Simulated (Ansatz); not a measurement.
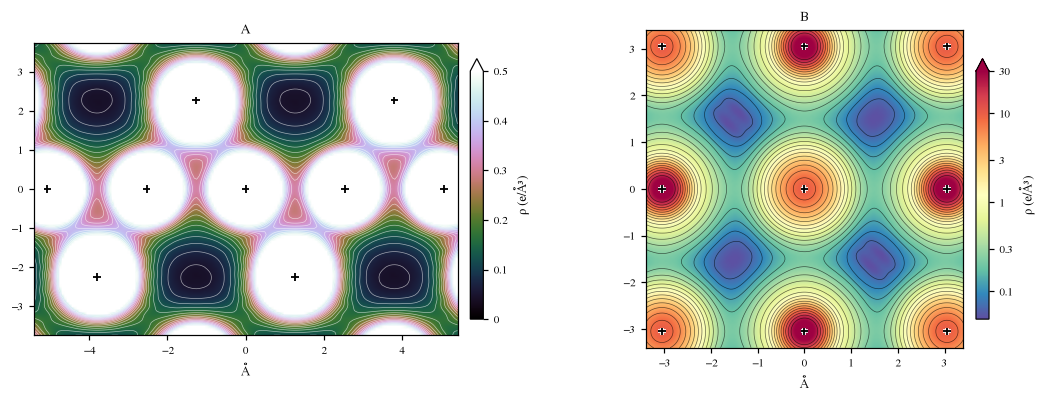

The valence electron density of 2 systems, each on a plane through atoms (crosses mark nuclei in the plane).

Theory: DFT PBEsol, scalar-relativistic, plane waves, PAW (Ansatz).

System 1: PbSe, the (010) plane of the conventional cell. Space group Fm-3m.

```
Pb Se
1.0
     6.10310    0.00000    0.00000
     0.00000    6.10310    0.00000
     0.00000    0.00000    6.10310
Pb Se
4 4
Direct
  0.00000 0.00000 0.00000
  0.50000 0.50000 0.00000
  0.50000 0.00000 0.50000
  0.00000 0.50000 0.50000
  0.50000 0.00000 0.00000
  0.00000 0.50000 0.00000
  0.00000 0.00000 0.50000
  0.50000 0.50000 0.50000
```

System 2: NiSb, the (100) plane of the calculation cell. Space group P6₃/mmc; the program warned that a starting moment wasn't kept; spin-polarised, but the moments vanished.

```yaml
crystal:
  lattice:
    - [-1.95797, 3.39130, 0.00000]
    - [0.00000, 0.00000, 5.07030]
    - [5.87391, 3.39130, 0.00000]
  atoms:
    - { symbol: Ni, position: [0.50000, 0.00000, 0.50000] }
    - { symbol: Ni, position: [0.00000, 0.00000, 0.00000] }
    - { symbol: Ni, position: [0.50000, 0.50000, 0.50000] }
    - { symbol: Ni, position: [0.00000, 0.50000, 0.00000] }
    - { symbol: Sb, position: [0.50000, 0.25000, 0.16667] }
    - { symbol: Sb, position: [0.00000, 0.25000, 0.66667] }
    - { symbol: Sb, position: [0.00000, 0.75000, 0.33333] }
    - { symbol: Sb, position: [0.50000, 0.75000, 0.83333] }
```

Q: Match each panel to its system.

A: Panel A is system 2, NiSb: the plane holds Ni and Sb. Ni–Ni (2.54 Å): ρ at the midpoint is about 0.31 e/Å³. Panel B is system 1, PbSe: the plane holds Pb and Se. Pb–Se (3.05 Å): ρ at the midpoint is about 0.22 e/Å³.
